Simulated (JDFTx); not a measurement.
## C: 7 runs along one coordinate

System: C (2 atoms in the cell).
Method: Kohn-Sham DFT of a periodic cell, PBEsol, PseudoDojo-SR-PBEsol-0.4.1-standard, no spin polarisation (JDFTx 1.7.0 (patched build)).

The 7 runs differ only in the geometry, by an even scaling of the cell at fixed fractional positions. The structure derives from an entry of the Crystallography Open Database.

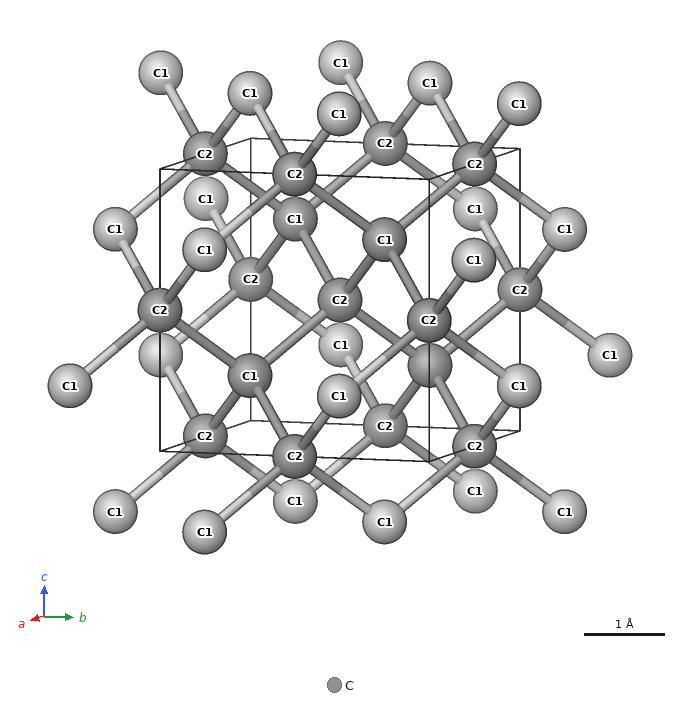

Figure 1. The structure of run 4 (ball-and-stick view of the cell 4 times as large as that of the calculation, set on its symmetry axes, seen slightly off an axis; neighbours outside the cell are drawn fainter; atoms are numbered from 1 in the order of the input). An atom can appear more than once, as a periodic image.

### Input of run 4
```
lattice \
    0.0000000000     3.3700808789     3.3700808789 \
    3.3700808789     0.0000000000     3.3700808789 \
    3.3700808789     3.3700808789     0.0000000000
coords-type Lattice
ion C      0.7500000000     0.7500000000     0.7500000000 1
ion C      0.5000000000     0.5000000000     0.5000000000 1

ion-species pseudo/C.upf
elec-cutoff 41 328
elec-ex-corr gga-PBEsol
kpoint-folding 13 13 13
elec-smearing Fermi 0.0018374661
elec-n-bands 9
electronic-SCF nIterations 100 energyDiffThreshold 1e-09
electronic-minimize nIterations 30 energyDiffThreshold 1e-7
forces-output-coords Cartesian

dump-name run.$VAR
dump End Ecomponents EigStats BandEigs Kpoints Forces Stress
```

Command:
```bash
jdftx -c 1 -i C.in -o C.out
```

Run 6 differs from it as follows:
```diff
-    0.0000000000     3.3700808789     3.3700808789 \
-    3.3700808789     0.0000000000     3.3700808789 \
-    3.3700808789     3.3700808789     0.0000000000
+    0.0000000000     3.4144291341     3.4144291341 \
+    3.4144291341     0.0000000000     3.4144291341 \
+    3.4144291341     3.4144291341     0.0000000000
```

### Results, with one run withheld

| run | volume per atom (Å³) | free energy per atom, from the lowest run given (meV) | pressure (GPa) | gap on the mesh (eV) |
| --- | --- | --- | --- | --- |
| 1 | 5.332 | 24.26 | 27.11 | 4.20 |
| 2 | 5.445 | 8.91 | 16.02 | 4.15 |
| 3 | 5.558 | 1.04 | 5.94 | 4.10 |
| 4 | 5.672 | 0.00 | −3.24 | 4.05 |
| 5 | 5.785 | 5.16 | −11.60 | 4.01 |
| 6 | 5.899 | ? | ? | ? |
| 7 | 6.012 | 31.92 | −26.13 | 3.92 |

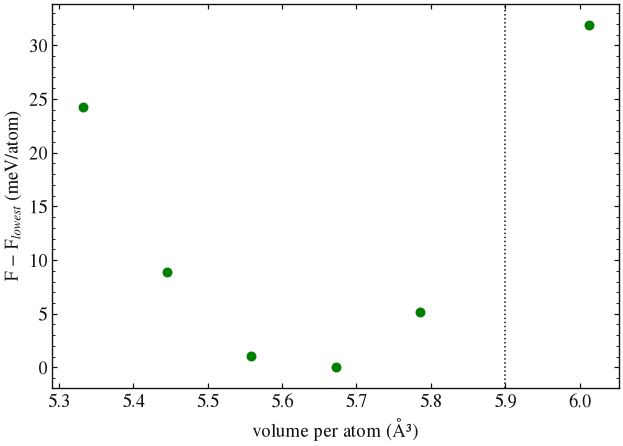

Figure 2. Free energy per atom of the runs given; the dotted line marks run 6.

What should run 6 give?

A cubic polynomial in V^(−2/3) (the Birch–Murnaghan form), fitted to the 6 runs given, misses them by under 0.01 meV per atom. With x = V^(−2/3) − 0.31611 Å⁻², it reads F = −0.37063 + 82.827 x + 1.7844e+05 x² − 49734 x³ (meV per atom). At run 6 it gives 16.03 meV per atom, and the run itself gives 15.97. The slope of the fit gives a pressure −dF/dV of −19.04 GPa there, and the run prints −19.21 GPa. The two needn't agree exactly: the fit is approximate, and the printed stress is taken on a finite basis. The fit has its minimum at 5.633 Å³ per atom, where V d²F/dV² gives 450 GPa: the bulk modulus at this level, since symmetry fixes the shape and the positions. The gap on the mesh goes, without turning, from 4.20 eV in run 1 to 3.92 eV in run 7; run 6 has 3.96 eV. These are gaps of this functional on this mesh, which can miss the band edges; they aren't the measured gap.

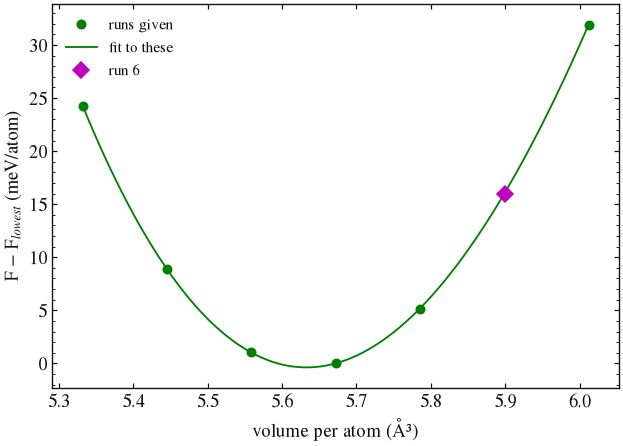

Figure 3. The fit and the withheld run.

### Some lines of the output (run 6)
```
[...]
unit cell volume = 79.6131
     Etot =      -11.4328586538688004
        F =      -11.4328586538688022
	HOMO-LUMO gap: +0.145687
	Optical gap  : +0.200444 at state 0 ( [ +0.000000 +0.000000 +0.000000 ] spin 0 )
```
